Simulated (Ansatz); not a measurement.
System: Mo₂HS₄ (slab).

The calculation's input:

```
crystal:
  lattice:
    - [6.3058975141, 0.0, 0.0]
    - [-3.1529487571, 5.4610674409, 0.0]
    - [0.0, 0.0, 21.1272324035]
  atoms:
    - { symbol: S, position: [0.6666666667, 0.3333333333, 0.3786582098] }
    - { symbol: S, position: [0.6666666667, 0.8333333333, 0.3786582098] }
    - { symbol: S, position: [0.1666666667, 0.3333333333, 0.3786582098] }
    - { symbol: S, position: [0.1666666667, 0.8333333333, 0.3786582098] }
    - { symbol: Mo, position: [0.3333333333, 0.1666666667, 0.4528751388] }
    - { symbol: Mo, position: [0.3333333333, 0.6666666667, 0.4528751388] }
    - { symbol: Mo, position: [0.8333333333, 0.1666666667, 0.4528751388] }
    - { symbol: Mo, position: [0.8333333333, 0.6666666667, 0.4528751388] }
    - { symbol: S, position: [0.6666666667, 0.3333333333, 0.5270912398] }
    - { symbol: S, position: [0.6666666667, 0.8333333333, 0.5270912398] }
    - { symbol: S, position: [0.1666666667, 0.3333333333, 0.5270912398] }
    - { symbol: S, position: [0.1666666667, 0.8333333333, 0.5270912398] }
    - { symbol: H, position: [0.6666666667, 0.3333333333, 0.6340621841] }
    - { symbol: H, position: [0.6455138046, 0.2052402385, 0.6340621841] }
basis:
  ecutwfc: 420
kpoints:
  mp_grid: { grid: [3, 3, 1] }
hamiltonian:
  xc: pbe
  dispersion: d3bj
scf:
  occupations: { method: gaussian, width: 0.05 }
output:
  forces: true
  eigenvalues: true
  write_density: true
  write_potential: true
  elf: true
  volumetric_format: npy
relax:
  adjacent_minimum: "off"
  f_tol: 0.04
  max_steps: 100
  constraints: [{ sites: [0, 1, 2, 3] }]
efield:
  axis: 3
  dipole_correction: true
  ramp_width: 0.04
```

Launched as:

```sh
ansatz run input.yaml --threads 4 --pin off --max-ram 10240MiB --backend cpu --events-out ev --progress --plain --runs-dir out
```

The fields are those of the run's last geometry, not of the input's.

Computed without spin polarisation.

Theory: DFT PBE+D3(BJ), scalar-relativistic, plane waves, PAW in Ansatz.

**What can the converged valence pseudo-density and electron localisation function tell about the bonding?**

Mo–S (2.40 Å): the density is about 0.61 e/Å³ at the midpoint; the ELF peaks at about 0.85 in the valence shell of S, 0.8 Å from its nucleus, and is about 0.45 at the midpoint.

**Does the calculation make it a metal, or give it a gap?**

It is gapped, with a Kohn–Sham gap of 1.8 eV on the k-point mesh (the band edges may lie off the mesh, which would make the gap smaller).

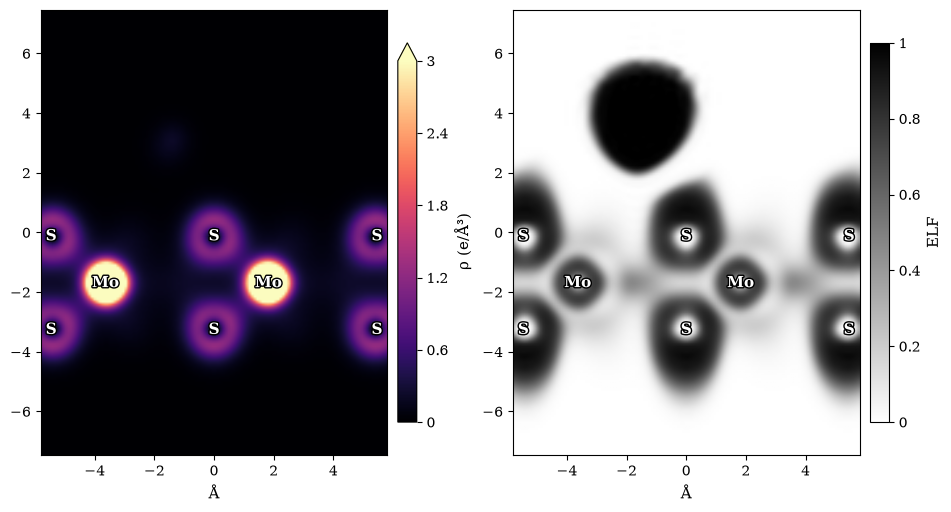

Computed valence pseudo-density and electron localisation function on the (110) plane of the calculation cell, a cut from vacuum to vacuum, in this order. 

In a PAW calculation such maps are meaningful between the atoms, not at the nuclei.
